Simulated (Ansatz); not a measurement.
# P chain started as a dimerised line: one chain at several levels of theory, part 2 of 4

Aim: how far do the period, the moment and the conductance of the P chain started as a dimerised line depend on the functional, the datasets and spin-orbit coupling, and at what cost?

Ansatz 0.2.0; DFT PBE, plane waves, PAW; relaxation of a chain's period (the session's first sound run).

So far. Step 2 (Relaxation of atoms and period, level PBE, cutoff 420 …): The cell's length comes to 4.215 Å with no moment. The two atoms stand evenly on a line, so the true period is half of it.

## (3) The perfect wire, level PBE, k-mesh 1×1×19

This step: DFT PBE, plane waves, PAW; channels and complex bands of a perfect chain (Ansatz 0.2.0).

At the relaxed period the Bloch states of the perfect chain are found at each energy: those that move forward count the open channels, and those that decay describe how a disturbance dies away inside the wire itself. An energy step of 0.035 eV is under the 0.039 eV that the program asks for its thermal average at 300 K.

Input file input.yaml:

```yaml
crystal:
  lattice:
    - [7.5, 0.0, 0.0]
    - [0.0, 7.5, 0.0]
    - [0.0, 0.0, 4.2151607679]
  atoms:
    - { symbol: P, position: [0.5, 0.5, 0.97499968] }
    - { symbol: P, position: [0.5, 0.5, 0.47500032] }
kpoints:
  mp_grid: { grid: [1, 1, 19] }
  band_path: { path: ["Γ", Z], npoints: 60 }
scf:
  occupations: { method: fermi_dirac, width: 0.05 }
hamiltonian:
  xc: pbe
output:
  transmission:
    e_range: [-2, 2]
    de: 0.035
    kmesh: [1, 1]
    reduced_basis: true
    leads: [[0, 0]]
  dos: { projected: true, e_range: [-6, 4] }
  write_potential: true
  write_density: true
  volumetric_format: npy
  elf: true
```

On the command line:

```bash
ansatz run input.yaml --threads 4 --pin off --max-ram 8192MiB --backend cpu --events-out ev --progress --plain --runs-dir out
```

Numbers of over 12 decimals in the logs are rounded to 6 here.

Log:

```text
Warning: the atoms were moved onto the symmetric positions of the space group found under crystal.symmetry.tolerance 1.0e-5 (fractional; no operation is sought that the atoms, as they stand in a round, miss by more than twice it, and no atom is moved by as much as it), and the run uses the moved positions. Before a round's move an operation carried an atom to 2.70e-6 Å from where it should land, the largest such dist [...]
[...]
Crystal: 2 atoms, lattice volume = 237.103 Å³
Basis set: ecut = 420 eV, 4615 PW (Γ)
Bands: 9, of which v1, the nominal top of the filled ones, is band 5 counted from 1 (4 counted from 0)
Symmetry: 32 space group operations
[...]
k-points: 10 of 19
[...]
SCF iter   1: F=—  HF=-1509.018789 eV  |F-HF|=—  |Δ(HF+E_count)|=         —  Δρ=1.48e-3  dr2=4.65e-3  ethr=1.77e-3  ⟨swp⟩=6.8  Hψ=754  notcnv=0
[...]
SCF iter   6: F=-1509.034400 eV  HF=-1509.034400 eV  |F-HF|=4.58e-10  |Δ(HF+E_count)|=   7.70e-9  Δρ=2.13e-7  dr2=7.73e-11  ethr=1.82e-10  ⟨swp⟩=2.7  Hψ=416  notcnv=0
SCF 1 converged in 6 iterations: F = -1509.034400 eV  dr2 = 7.73e-11
[...]
NSCF: frozen V_eff on 61 k-points
transmission: 6 of 36 steps passed
transmission: 12 of 36 steps passed
[...]
transmission: 36 of 36 steps passed
WARN: The output density's exchange-correlation potential varies sharply where the density is thin. Do not read a vacuum level from v_tot or v_xc, or from such a field of the output density. On a cell that repeats whose density bears no net charge and no dipole along the vacuum's axis use v_es (v_loc + v_h of the components); under efield.dipole_correction with no amplitude use v_es + v_field, which holds any externa [...]
SCF converged after 6 iterations
Free energy (F): -1509.034400 eV
[...]
Internal energy: -1509.031296 eV  (E = F + TS)
E sigma→0 (E₀):  -1509.032848 eV
Entropy (-TS):   -0.003104 eV (-1.552 meV/atom)
Fermi energy:    -3.495221 eV
[...]
--- Band table (eV; the first three rows and the last of 10) ---
[...]
--- Transmission ---
  basis      : 497 plane waves across, 6 finite elements along
  points     : 1, standing for a mesh of 1 x 1
  filling    : by the input's occupations and mesh, since the crystals that have channels conduct as metals do. If one of these is a semiconductor, that mesh has misplaced its level
  energies   : 115 from -2.000000 to 1.990000 eV about the Fermi level, 0.035000 eV apart; the leads are filled to 0.000000 eV, and channels, transmission and decay are at -0.005000 eV
  crystal 0  : P2, at the sites [0, 0], period 4.2152 Å: whole cells are its period
    offset         : up to 0.0000 Å between an atom of the period and one for which it stands
    filled         : 38.7 meV over the level at which it is neutral
    channels       : 3.000000e0 a spin
    conductance    : 4.1323e14 S/m² at 300 K; may be off by some 0.0 % by where its bands' edges are placed, 0.0 % from the distance to neutral
```

Elapsed: 9.1 s, on 4 threads of Arm Neoverse V2, shared host; peak memory 0.46 GiB.

The column dr2 measures how far the density is from self-consistency, as an energy; F and HF (Harris–Foulkes) agree once it is small.

This step gave:

| Quantity | Value |
| --- | --- |
| energy at zero smearing | -1509.0328 eV |
| channels at the energy nearest the Fermi level, one spin | 3 |
| conductance of the lead as this run defines it | 3.000 G₀ |
| band gap | 0 eV |

The open channels of the lead, one spin stays at 3 for energy from -2 to 1.99 eV.

The slowest values at each energy, most degenerate partners merged, listed up to 1.5 1/Å. The Im kz of the slowest decaying states by energy, zero at the Fermi level:

```
energy (eV)  decay 1 (Å⁻¹)  decay 2 (Å⁻¹)  decay 3 (Å⁻¹)  decay 4 (Å⁻¹)
     -2.000           1.25           1.41           1.50              -
     -1.510           1.19           1.36           1.45              -
     -0.985           1.13           1.31           1.41           1.47
     -0.495           1.08           1.26           1.36           1.43
     -0.005           1.01           1.21           1.31           1.38
      0.485          0.948           1.15           1.26           1.33
      1.010          0.872           1.09           1.20           1.28
      1.500          0.793           1.03           1.15           1.23
```

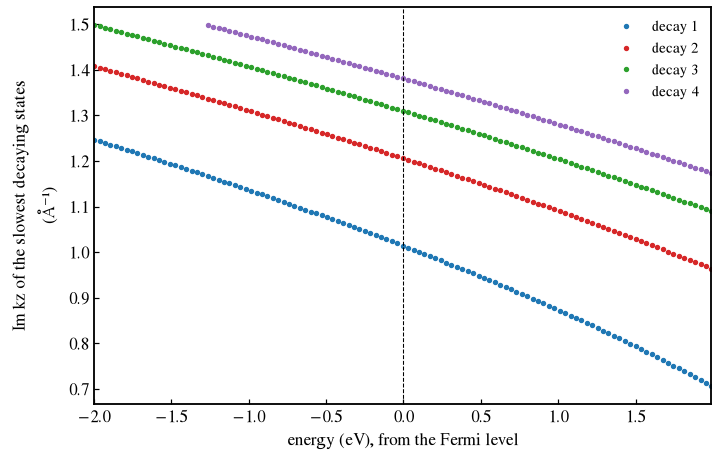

Im kz of the slowest decaying states, plotted against energy.

Electronic bands along the path, in eV, zero at the Fermi level:

```
point  band 2  band 3  band 4  band 5  band 6  band 7  band 8  band 9
    Γ   -5.94   -4.16   -2.71   -2.71    3.42    3.42    3.80    5.50
    Z  -10.78   -0.84   -0.84   -0.84   -0.84    3.42    3.42    6.33
```

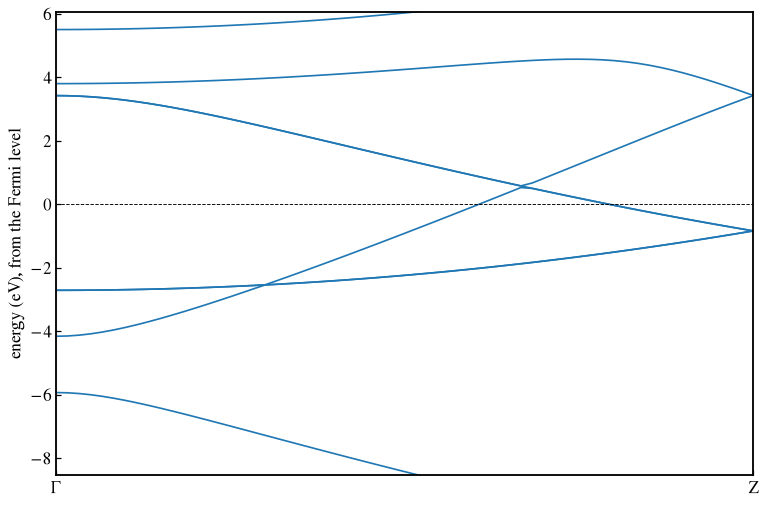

Electronic bands along the path.

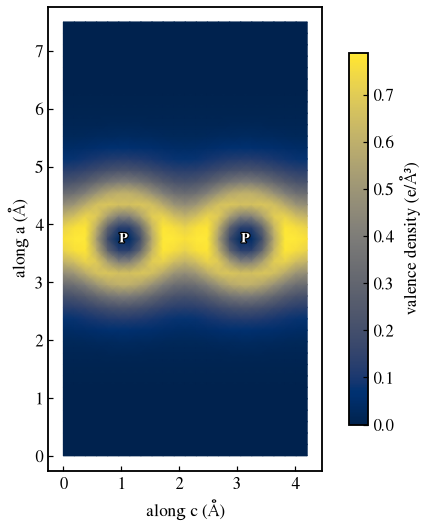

Valence density in the ca plane at fractional y = 0.500, with atoms of P within 0.2 Å of it. It is the smooth field of the valence electrons, not physical close to the nuclei. The map starts off the cell's origin, so that atoms lie inside it.

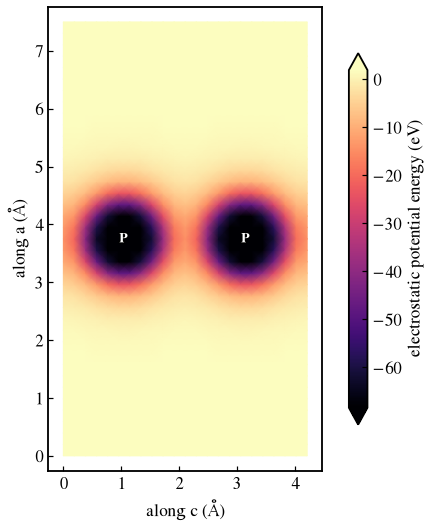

Electrostatic potential energy in the ca plane at fractional y = 0.500, with atoms of P within 0.2 Å of it. With pseudopotentials it is smooth inside the atoms' cores, unlike the true potential. The map starts off the cell's origin, so that atoms lie inside it.

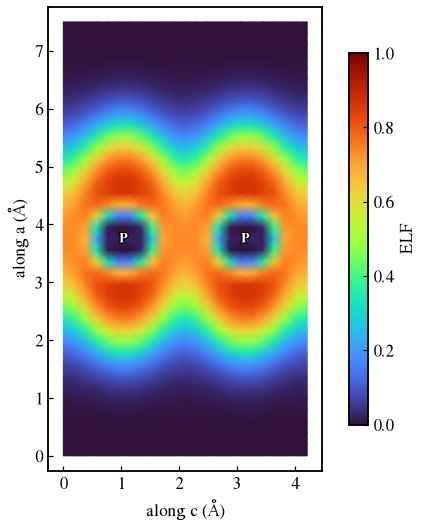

ELF in the ca plane at fractional y = 0.500, with atoms of P within 0.2 Å of it. It is the smooth field of the valence electrons, not physical close to the nuclei. The map starts off the cell's origin, so that atoms lie inside it.

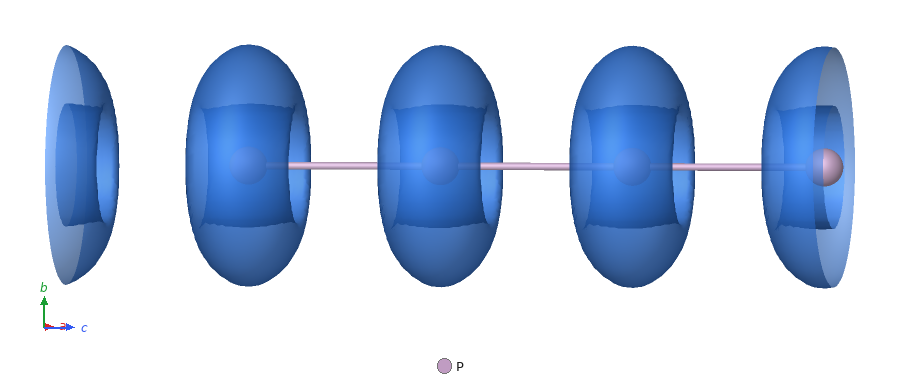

Surface of ELF = 0.79. 1×1×2 cells are drawn.

By hand: the program gives 4.1323 × 10^14 S/m² over the cell's cross-section of 56.25 Å² = 5.625 × 10^-19 m², so one cell conducts 2.324 × 10^-4 S. Divided by G0 = 2e²/h = 7.748 × 10^-5 S this is 3.00 G0, a resistance of 4.30 kΩ.

At the computed energy nearest the Fermi level there are 3 channels a spin, and the thermal average gives 3.00 G₀.

## (4) Relaxing the period

This step: DFT RPBE, plane waves, PAW; relaxation of a chain's period (Ansatz 0.2.0).

The relaxation is repeated under another functional. RPBE strengthens the exchange enhancement and tends to longer, weaker bonds than PBE.

Input file input.yaml:

```yaml
crystal:
  lattice:
    - [7.5, 0.0, 0.0]
    - [0.0, 7.5, 0.0]
    - [0.0, 0.0, 4.066]
  atoms:
    - { symbol: P, position: [0.5, 0.5, 0.0], spin: 0.3 }
    - { symbol: P, position: [0.5, 0.5, 0.45], spin: 0.3 }
magnetization:
  spin_polarized: true
kpoints:
  mp_grid: { grid: [1, 1, 20] }
scf:
  occupations: { method: fermi_dirac, width: 0.05 }
hamiltonian:
  xc: rpbe
relax:
  cell: { fix: [a, b, alpha, beta, gamma] }
  max_steps: 60
```

Log:

```text
[...]
Crystal: 2 atoms, lattice volume = 228.712 Å³
Basis set: ecut = 420 eV, 4469 PW (Γ), exchange–correlation on 108×108×60 points (8 copies of the dense FFT grid, shifted against one another)
Bands: 10, of which v1, the nominal top of the filled ones, is band 5 counted from 1 (4 counted from 0)
Symmetry: 16 space group operations
[...]
0.000000       0.092792       0.000000
        0.000000       0.000000      -0.007856
  P = ⅓ Tr σ = 0.0592 GPa (0.592 kbar)
--- Relaxed structure (7 steps of the walk, 7 accepted, 1 SCFs on fresh bases) ---
[...]
cell:  # Å, volume = 239.2650 Å³
    - [7.5, 0.0, 0.0]
    - [0.0, 7.5, 0.0]
    - [0.0, 0.0, 4.253600]
  atoms:
    - { symbol: P, position: [0.5, 0.5, -0.024996] }
    - { symbol: P, position: [0.5, 0.5, 0.474996] }
[key lines of the parts left out:]
SCF converged after 6 iterations
Magnetization: -0.0000 μB (5.0000 up, 5.0000 down)
Free energy (F): -1515.801291 eV
Fermi energy:    -3.484897 eV
```

The job ended after 8.9 s (4 threads; peak memory 0.45 GiB; 33 s of CPU time).

Step by step:

```
step  energy less that of the first step (eV)  largest force component (eV/Å)  pressure (GPa)  volume (Å³)
   1                                   0.0000                          6.3410            2.96       228.71
   2                                  -0.5915                          1.4280            0.75       237.16
   3                                  -0.6394                          0.2837           -0.41       244.14
   4                                  -0.6692                          0.1445            0.20       236.40
   5                                  -0.6725                          0.0134            0.15       237.60
   6                                  -0.6739                          0.0001            0.08       238.95
   7                                  -0.6739                          0.0003            0.05       239.26
  8*                                  -0.6744                          0.0003            0.06       239.26
```

Relaxation steps marked * repeat the geometry before them on a plane-wave basis chosen anew for their cell, so energy and pressure can jump there.

Forces are held to the 16 operations that the run works with; a distortion that breaks them can't arise in this run.

```
cell as run  before  after  change
      c (Å)   4.066  4.254  +4.6 %
```

The atoms that moved most (Å, along periodic axes as changes of fractional coordinates times the final cell, across vacuum about the mean position):

```
atom     dx     dy      dz  length
  P1  0.000  0.000  -0.106   0.106
  P2  0.000  0.000   0.106   0.106
```

The relaxed structure:

```
P
1.0
     7.50000    0.00000    0.00000
     0.00000    7.50000    0.00000
     0.00000    0.00000    4.25360
P
2
Direct
  0.50000 0.50000 0.97500
  0.50000 0.50000 0.47500
```

The cell's length comes to 4.254 Å, +0.9 % against the first run, with no moment. The two atoms stand evenly on a line, so the true period is half of it.

## (5) The perfect wire, level RPBE, k-mesh 1×1×19

This step: DFT RPBE, plane waves, PAW; channels and complex bands of a perfect chain (Ansatz 0.2.0).

The channels are counted again under RPBE, at the period that it gave.

Input file input.yaml:

```yaml
crystal:
  lattice:
    - [7.5, 0.0, 0.0]
    - [0.0, 7.5, 0.0]
    - [0.0, 0.0, 4.2535997712]
  atoms:
    - { symbol: P, position: [0.5, 0.5, 0.975003911] }
    - { symbol: P, position: [0.5, 0.5, 0.474996089] }
kpoints:
  mp_grid: { grid: [1, 1, 19] }
  band_path: { path: ["Γ", Z], npoints: 60 }
scf:
  occupations: { method: fermi_dirac, width: 0.05 }
hamiltonian:
  xc: rpbe
output:
  transmission:
    e_range: [-2, 2]
    de: 0.035
    kmesh: [1, 1]
    reduced_basis: true
    leads: [[0, 0]]
  dos: { projected: true, e_range: [-6, 4] }
```

Log:

```text
[...]
Crystal: 2 atoms, lattice volume = 239.265 Å³
Basis set: ecut = 420 eV, 4647 PW (Γ)
Bands: 9, of which v1, the nominal top of the filled ones, is band 5 counted from 1 (4 counted from 0)
Symmetry: 32 space group operations
[...]
k-points: 10 of 19
[...]
Fermi energy:    -3.499123 eV
[...]
--- Band table (eV; the first three rows and the last of 10) ---
[...]
--- Transmission ---
  basis      : 497 plane waves across, 6 finite elements along
  points     : 1, standing for a mesh of 1 x 1
[...]
crystal 0  : P2, at the sites [0, 0], period 4.2536 Å: whole cells are its period
[...]
filled         : 21.8 meV over the level at which it is neutral
    channels       : 3.000000e0 a spin
[...]
[key lines of the parts left out:]
SCF converged after 6 iterations
Free energy (F): -1515.811495 eV
```

Run time: 10 s. Hardware: 4 threads; peak memory 0.47 GiB; 33 s of CPU time.

At the computed energy nearest the Fermi level there are 3 channels a spin, and the thermal average gives 3.00 G₀.

## (6) Relaxing the period

This step: DFT PBEsol, plane waves, PAW; relaxation of a chain's period (Ansatz 0.2.0).

The relaxation is repeated under another functional. PBEsol weakens PBE's gradient terms and usually lands between LDA and PBE.

Input file input.yaml:

```yaml
crystal:
  lattice:
    - [7.5, 0.0, 0.0]
    - [0.0, 7.5, 0.0]
    - [0.0, 0.0, 4.066]
  atoms:
    - { symbol: P, position: [0.5, 0.5, 0.0], spin: 0.3 }
    - { symbol: P, position: [0.5, 0.5, 0.45], spin: 0.3 }
magnetization:
  spin_polarized: true
kpoints:
  mp_grid: { grid: [1, 1, 20] }
scf:
  occupations: { method: fermi_dirac, width: 0.05 }
hamiltonian:
  xc: pbesol
relax:
  cell: { fix: [a, b, alpha, beta, gamma] }
  max_steps: 60
```

Log:

```text
[...]
Crystal: 2 atoms, lattice volume = 228.712 Å³
Basis set: ecut = 420 eV, 4469 PW (Γ), exchange–correlation on 108×108×60 points (8 copies of the dense FFT grid, shifted against one another)
Bands: 10, of which v1, the nominal top of the filled ones, is band 5 counted from 1 (4 counted from 0)
Symmetry: 16 space group operations
[...]
0.000000       0.084982       0.000000
        0.000000       0.000000      -0.015584
  P = ⅓ Tr σ = 0.0515 GPa (0.515 kbar)
--- Relaxed structure (6 steps of the walk, 6 accepted, 1 SCFs on fresh bases) ---
[...]
cell:  # Å, volume = 234.2281 Å³
    - [7.5, 0.0, 0.0]
    - [0.0, 7.5, 0.0]
    - [0.0, 0.0, 4.164055]
  atoms:
    - { symbol: P, position: [0.5, 0.5, -0.025001] }
    - { symbol: P, position: [0.5, 0.5, 0.475001] }
[key lines of the parts left out:]
SCF converged after 6 iterations
Magnetization: -0.0000 μB (5.0000 up, 5.0000 down)
Free energy (F): -1477.406891 eV
Fermi energy:    -3.497505 eV
```

Wall time 7.6 s (4 threads); peak memory 0.45 GiB; 28 s of CPU time.

The steps of the relaxation:

```
step  energy less that of the first step (eV)  largest force component (eV/Å)  pressure (GPa)  volume (Å³)
   1                                   0.0000                          6.1480            2.60       228.71
   2                                  -0.5159                          1.6052            0.55       235.75
   3                                  -0.6046                          0.0346           -0.11       236.47
   4                                  -0.6088                          0.0349            0.02       234.47
   5                                  -0.6089                          0.0038            0.07       234.02
   6                                  -0.6089                          0.0001            0.05       234.23
  7*                                  -0.6092                          0.0001            0.05       234.23
```

Relaxation steps marked * repeat the geometry before them on a plane-wave basis chosen anew for their cell, so energy and pressure can jump there.

Forces are held to the 16 operations that the run works with; a distortion that breaks them can't arise in this run.

```
cell as run  before  after  change
      c (Å)   4.066  4.164  +2.4 %
```

The atoms that moved most (Å, along periodic axes as changes of fractional coordinates times the final cell, across vacuum about the mean position):

```
atom     dx     dy      dz  length
  P1  0.000  0.000  -0.104   0.104
  P2  0.000  0.000   0.104   0.104
```

The relaxed structure:

```
P
1.0
     7.50000    0.00000    0.00000
     0.00000    7.50000    0.00000
     0.00000    0.00000    4.16405
P
2
Direct
  0.50000 0.50000 0.97500
  0.50000 0.50000 0.47500
```

The cell's length comes to 4.164 Å, -1.2 % against the first run, with no moment. The two atoms stand evenly on a line, so the true period is half of it.

## (7) Bands of the perfect wire, level PBEsol, k-mesh 1×1×20

This step: DFT PBEsol, plane waves, PAW; channels and complex bands of a perfect chain (Ansatz 0.2.0).

The channels are counted again under PBEsol, at the period that it gave.

Input file input.yaml:

```yaml
crystal:
  lattice:
    - [7.5, 0.0, 0.0]
    - [0.0, 7.5, 0.0]
    - [0.0, 0.0, 4.1640549638]
  atoms:
    - { symbol: P, position: [0.5, 0.5, 0.974999387] }
    - { symbol: P, position: [0.5, 0.5, 0.475000613] }
kpoints:
  mp_grid: { grid: [1, 1, 20] }
  band_path: { path: ["Γ", Z], npoints: 60 }
scf:
  occupations: { method: fermi_dirac, width: 0.05 }
hamiltonian:
  xc: pbesol
output:
  transmission:
    e_range: [-2, 2]
    de: 0.035
    kmesh: [1, 1]
    reduced_basis: true
    leads: [[0, 0]]
  dos: { projected: true, e_range: [-6, 4] }
```

Log:

```text
[...]
Crystal: 2 atoms, lattice volume = 234.228 Å³
Basis set: ecut = 420 eV, 4565 PW (Γ)
Bands: 9, of which v1, the nominal top of the filled ones, is band 5 counted from 1 (4 counted from 0)
Symmetry: 32 space group operations
[...]
k-points: 11 of 20
[...]
Fermi energy:    -3.497486 eV
[...]
--- Band table (eV; the first three rows and the last of 11) ---
[...]
--- Transmission ---
  basis      : 497 plane waves across, 6 finite elements along
  points     : 1, standing for a mesh of 1 x 1
[...]
crystal 0  : P2, at the sites [0, 0], period 4.1641 Å: whole cells are its period
[...]
filled         : 10.6 meV over the level at which it is neutral
    channels       : 3.000000e0 a spin
[...]
[key lines of the parts left out:]
SCF converged after 6 iterations
Free energy (F): -1477.406890 eV
```

It took 9.2 s on 4 threads; peak memory 0.46 GiB.

At the computed energy nearest the Fermi level there are 3 channels a spin, and the thermal average gives 3.00 G₀.

[end of part 2 of 4]

[Logs are printed without paths, hosts, clocks, repeated set-up lines and the standing remarks that a program may print on its own settings, such as how far it seeks lower states.]

[Hosts, paths, dates, database ids (printed as entryN), source tags and the programs' standing remarks are cut or masked in the printed files.]
